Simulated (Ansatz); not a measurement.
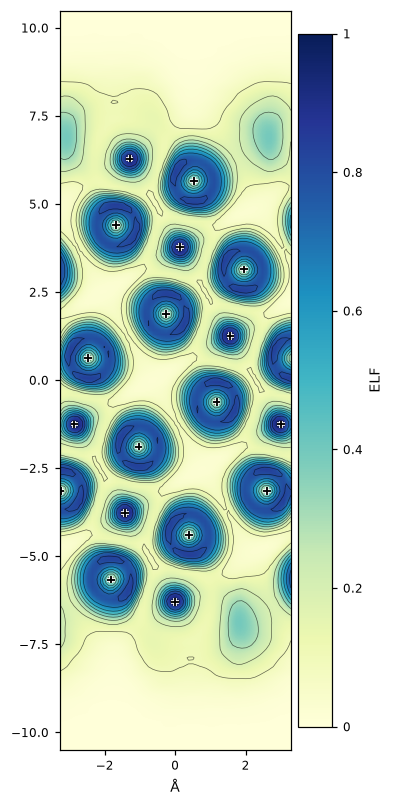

The ELF on a plane through atoms (crosses mark nuclei in the plane).

Theory: DFT PBEsol, scalar-relativistic, plane waves, PAW in Ansatz 0.2.0.

Candidates:
A. CdTe, a = 6.49 Å, b = 6.49 Å, c = 6.49 Å, α = 90.00°, β = 90.00°, γ = 90.00°. Space group F-43m.
B. ZnS, a = 5.36 Å, b = 5.36 Å, c = 5.36 Å, α = 90.00°, β = 90.00°, γ = 90.00°. Space group F-43m.
C. Cu6O5 (slab), a = 2.89 Å, b = 6.53 Å, c = 27.58 Å, α = 90.00°, β = 90.00°, γ = 116.20°. Not relaxed (largest force 1.2 eV/Å); computed without spin polarisation.

Which system is this?

Answer. Candidate C: Cu6O5 on the (11̄0) plane of the calculation cell, a cut from vacuum to vacuum, which holds Cu and O. Cu–O (1.93 Å): the ELF peaks at about 0.85 in the valence shell of O, 0.6 Å from its nucleus, and is about 0.20 at the midpoint (no localised pair shows between them).
